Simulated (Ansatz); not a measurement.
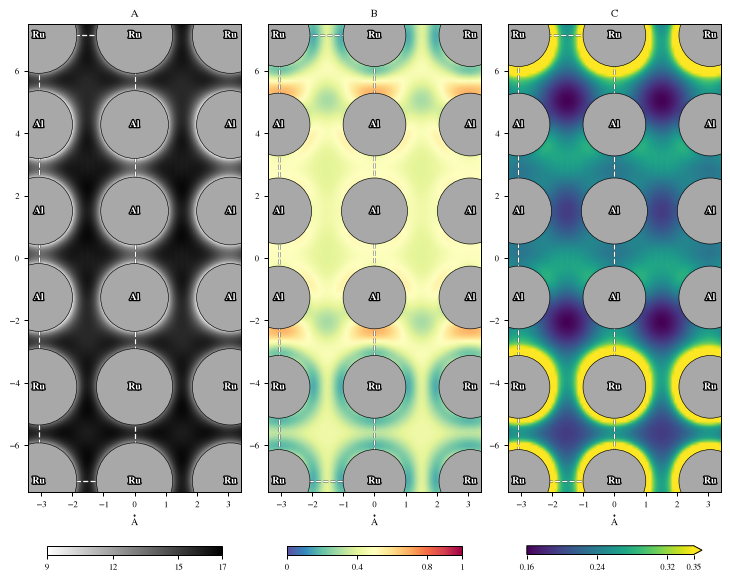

Al3Ru2: 3 fields on the (010) plane of the conventional cell, with unlabelled colour scales. Grey discs cover the atomic cores.

Space group I4/mmm; a structure from a database of computed crystals, not necessarily the ambient phase.

Theory: Ansatz 0.2.0, Kohn-Sham DFT of a periodic cell, r2SCAN, Ansatz PAW.

Match the panels to the quantities (electron localisation function, electrostatic potential energy of an electron and valence pseudo-density).

Panel A: electrostatic potential energy of an electron (low next to the atoms, rising into the space between them). Panel B: electron localisation function. Panel C: valence pseudo-density. From the grid: Al–Al (2.77 Å): ρ at the midpoint is about 0.23 e/Å³; the ELF is about 0.50 at the midpoint.
